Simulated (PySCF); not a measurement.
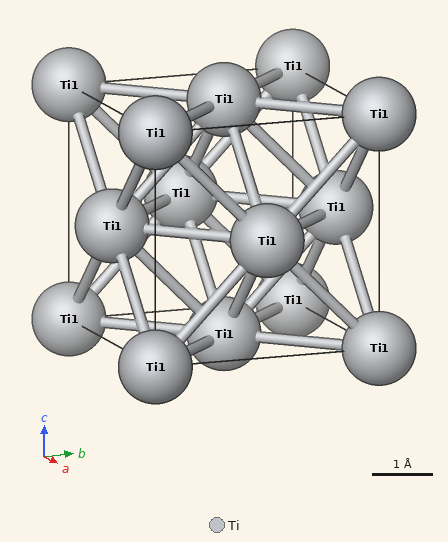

The input geometry (ball-and-stick view of the cell 4 times as large as that of the calculation, set on its symmetry axes, seen slightly off an axis; atoms are numbered from 1 in the order of the input). An atom can appear more than once, as a periodic image.

Ti: converge calculation

System: Ti (Fm-3m, 1 atom in the cell).
Method: Kohn-Sham DFT of a periodic cell in Gaussian orbitals, PBE, DZVP-MOLOPT-SR/GTH-PBE, no spin polarisation (PySCF 2.14.0).

The structure derives from an entry of the Crystallography Open Database. It belongs to a series of runs on one base structure; here: precision = 0.001.

What the program printed
```
Discarded 0 diffused primitive functions, 0 contracted functions
time reversal: False
k-points in IBZ                         weights
  0:  0.000000,  0.000000,  0.000000    1/27
  1:  0.666667,  0.666667,  0.000000    6/27
  2:  0.666667,  0.666667,  0.333333    12/27
  3:  0.666667,  0.666667,  0.666667    8/27

******** <class 'pyscf.pbc.scf.smearing.SmearingKsymAdaptedKRKS'> ********
method = SmearingKsymAdaptedKRKS
initial guess = minao
damping factor = 0
level_shift factor = 0
DIIS = <class 'pyscf.scf.diis.CDIIS'>
diis_start_cycle = 1
diis_space = 8
diis_damp = 0
SCF conv_tol = 1e-07
SCF conv_tol_grad = None
SCF max_cycles = 60
direct_scf = True
direct_scf_tol = 1e-13

******** PBC SCF flags ********
N kpts (BZ) = 27
N kpts (IBZ) = 4
Exchange divergence treatment (exxdiv) = ewald
    madelung (= occupied orbital energy shift) = 0.19919577386037748
    Total energy shift due to Ewald probe charge = -1/2 * Nelec*madelung = -1.19517464316
DF object = <pyscf.pbc.df.fft.FFTDF object>
XC functionals = pbe
small_rho_cutoff = 0
Uniform grid, mesh = [39 39 39]
Set gradient conv threshold to 0.000316228
nelec by numeric integration = 12.001163969618265
init E= -58.3926784520492
    sigma = 0.00183747  Optimized mu = 0.536183245739  entropy = 0.502315852211
nelec by numeric integration = 11.999999983435066
    Total E(T) = -58.1785768734693  Free energy = -58.1794998637782  E0 = -58.1790383686237
cycle= 1 E= -58.1785768734693  delta_E= 0.214  |g|= 0.348  |ddm|= 4.33
    sigma = 0.00183747  Optimized mu = 0.488320519947  entropy = 0.995549394526
nelec by numeric integration = 11.999999990070608
    Total E(T) = -58.1665028215728  Free energy = -58.1683321137187  E0 = -58.1674174676458
cycle= 2 E= -58.1665028215728  delta_E= 0.0121  |g|= 0.438  |ddm|= 2.22
    sigma = 0.00183747  Optimized mu = 0.516814565031  entropy = 0.708053708105
nelec by numeric integration = 11.999999985318263
    Total E(T) = -58.1901566694438  Free energy = -58.1914576968908  E0 = -58.1908071831673
cycle= 3 E= -58.1901566694438  delta_E= -0.0237  |g|= 0.0237  |ddm|= 1.46
    sigma = 0.00183747  Optimized mu = 0.514866044587  entropy = 0.733223679699
nelec by numeric integration = 11.99999998551008
    Total E(T) = -58.1901710570653  Free energy = -58.1915183335801  E0 = -58.1908446953227
cycle= 4 E= -58.1901710570653  delta_E= -1.44e-05  |g|= 0.000637  |ddm|= 0.0678
    sigma = 0.00183747  Optimized mu = 0.514914641115  entropy = 0.732416952843
nelec by numeric integration = 11.999999985503823
    Total E(T) = -58.1901725854815  Free energy = -58.1915183796599  E0 = -58.1908454825707
cycle= 5 E= -58.1901725854815  delta_E= -1.53e-06  |g|= 8.18e-06  |ddm|= 0.00191
    sigma = 0.00183747  Optimized mu = 0.514914091577  entropy = 0.73242796773
nelec by numeric integration = 11.999999985503909
    Total E(T) = -58.1901725652496  Free energy = -58.1915183796674  E0 = -58.1908454724585
cycle= 6 E= -58.1901725652496  delta_E= 2.02e-08  |g|= 5.29e-08  |ddm|= 2.5e-05
    sigma = 0.00183747  Optimized mu = 0.514914098938  entropy = 0.732427842161
```

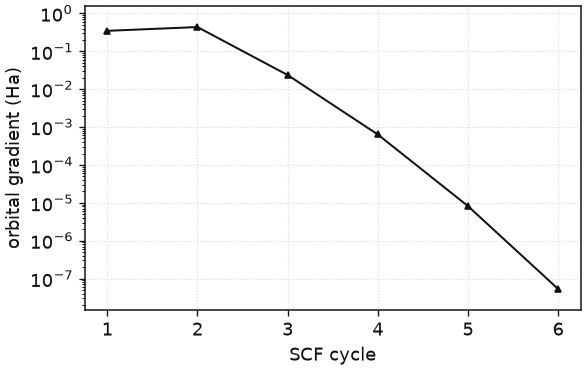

Convergence of the self-consistent field: orbital gradient against the SCF cycle. The residual falls almost steadily, with no more than small rises.

```
nelec by numeric integration = 11.99999998550391
    Total E(T) = -58.1901725654803  Free energy = -58.1915183796674  E0 = -58.1908454725738
Extra cycle  E= -58.1901725654803  delta_E= -2.31e-10  |g|= 6.8e-08  |ddm|= 3.3e-07
converged SCF energy = -58.1901725654803
levels (eV)
k  0.0000  0.0000  0.0000   -44.103 -18.414 -18.414 -18.414 7.792 14.787 14.787 14.787 16.510 16.510 40.957
k  0.6667  0.6667  0.0000   -43.970 -18.957 -18.613 -18.613 11.054 12.651 15.236 16.820 16.820 17.327 28.847
k  0.6667  0.6667  0.3333   -43.936 -18.921 -18.915 -18.586 12.666 12.722 14.079 16.174 17.158 20.890 22.858
k  0.6667  0.6667  0.6667   -44.003 -18.989 -18.486 -18.486 10.569 13.937 14.907 14.907 17.029 17.029 25.375
Mulliken charges [-0.]
 ** Mulliken pop on meta-lowdin orthogonal AOs **
 ** Mulliken pop  **
pop of  0 Ti 3s           1.99821
pop of  0 Ti 4s           0.90997
pop of  0 Ti 5s           0.01421
pop of  0 Ti 3px          1.99958
pop of  0 Ti 3py          1.99958
pop of  0 Ti 3pz          1.99958
pop of  0 Ti 4px          0.01501
pop of  0 Ti 4py          0.01501
pop of  0 Ti 4pz          0.01501
pop of  0 Ti 3dxy         0.63261
pop of  0 Ti 3dyz         0.63261
pop of  0 Ti 3dz^2        0.53803
pop of  0 Ti 3dxz         0.63261
pop of  0 Ti 3dx2-y2      0.53803
pop of  0 Ti 4dxy         0.00782
pop of  0 Ti 4dyz         0.00782
pop of  0 Ti 4dz^2        0.01289
pop of  0 Ti 4dxz         0.00782
pop of  0 Ti 4dx2-y2      0.01289
pop of  0 Ti 4f-3         0.00148
pop of  0 Ti 4f-2         0.00349
pop of  0 Ti 4f-1         0.00094
pop of  0 Ti 4f+0         0.00231
pop of  0 Ti 4f+1         0.00094
pop of  0 Ti 4f+2         0.00011
pop of  0 Ti 4f+3         0.00148
 ** Mulliken atomic charges  **
charge of    0Ti =     -0.00000
```

This output came from the following input.

Input
```python
import json
import numpy as np
from pyscf.pbc import gto, scf, dft, df

cell = gto.Cell()
cell.basis = 'DZVP-MOLOPT-SR-GTH-q12'
cell.pseudo = 'GTH-PBE-q12'
cell.fromfile('Ti.xyz')
cell.ke_cutoff = 236  # hartree
cell.exp_to_discard = 0.02
cell.precision = 0.001
cell.space_group_symmetry = True
cell.symmorphic = False
cell.max_memory = 2940  # MB
cell.verbose = 4
cell.build()

res = {}
kpts = cell.make_kpts([3, 3, 3], space_group_symmetry=True, time_reversal_symmetry=True)
cell.space_group_symmetry = False  # the mesh holds the operations; no search on the supercells of the integral code
mf = dft.KRKS(cell, kpts, xc='pbe')
mf = mf.multigrid_numint()
mf = mf.smearing(sigma=0.00183747, method='fermi')  # hartree
mf.conv_tol = 1e-07
mf.max_cycle = 60

mf.kernel()
res.update(converged=bool(mf.converged), e_tot=mf.e_tot, nelec=cell.nelectron, nao=cell.nao, mesh=list(map(int, cell.mesh)), a=cell.lattice_vectors().tolist(), coords=cell.atom_coords().tolist(),
           mo_energy=[np.real(x).tolist() for x in mf.mo_energy], mo_occ=[np.real(x).tolist() for x in mf.mo_occ])
res.update(e_free=mf.e_free, e_zero=mf.e_zero)
res.update(kpts=kpts.kpts_scaled_ibz.tolist(), weights=kpts.weights_ibz.tolist())
res['parts'] = {k: float(np.real(v)) for k, v in mf.scf_summary.items() if np.isscalar(v)}
json.dump(res, open('results.json', 'w'))
if not mf.converged:
    raise SystemExit('SCF not converged')

print('levels (eV)')
for i, kp in enumerate(res['kpts'][:40]):
    print('k %7.4f %7.4f %7.4f  ' % tuple(kp), ' '.join('%.3f' % (x * 27.211386) for x in res['mo_energy'][i][:11]))

mf = mf.to_khf()  # unfold to the whole mesh
kpts = mf.kpts
# Mulliken populations
dm, s = np.asarray(mf.make_rdm1()), np.asarray(mf.get_ovlp())
sites = cell.aoslice_by_atom()[:, 2:]
tot = np.einsum('kij,kji->i', dm, s).real / len(kpts)
res['mulliken'] = [cell.atom_charge(i) - tot[a0:a1].sum() for i, (a0, a1) in enumerate(sites)]
print('Mulliken charges', np.round(res['mulliken'], 5))
res['meta_lowdin'] = mf.mulliken_meta()[1].tolist()
res['done'] = True
json.dump(res, open('results.json', 'w'))
```

File Ti.xyz
```
1
Lattice="0.0000000000 2.0300000000 2.0300000000 2.0300000000 0.0000000000 2.0300000000 2.0300000000 2.0300000000 0.0000000000" Properties=species:S:1:pos:R:3 pbc="T T T"
Ti     0.0000000000      0.0000000000      0.0000000000
```

Launch command:
```bash
OMP_NUM_THREADS=2 python -u run.py > log
```

Results in brief

- outcome: converged
- space group (tolerance 0.01 Å): Fm-3m (225)
- electrons treated: 12
- free energy: −1583.4719 eV
- total energy: −1583.4353 eV
- Fermi energy: 14.012 eV
- gap on the k-point mesh: none (metallic)
- hardware: 2 threads of Arm Neoverse V1, 24 GiB of memory available, shared host
- wall time: 58 s (CPU time 1.9 min)
- peak memory: 0.48 GiB

Remarks

Settings chosen away from the usual ones: precision = 0.001. The settings depart from the standard set-up of this series, which can bear on the numbers. Points of doubt noted for this run: coarse mesh.
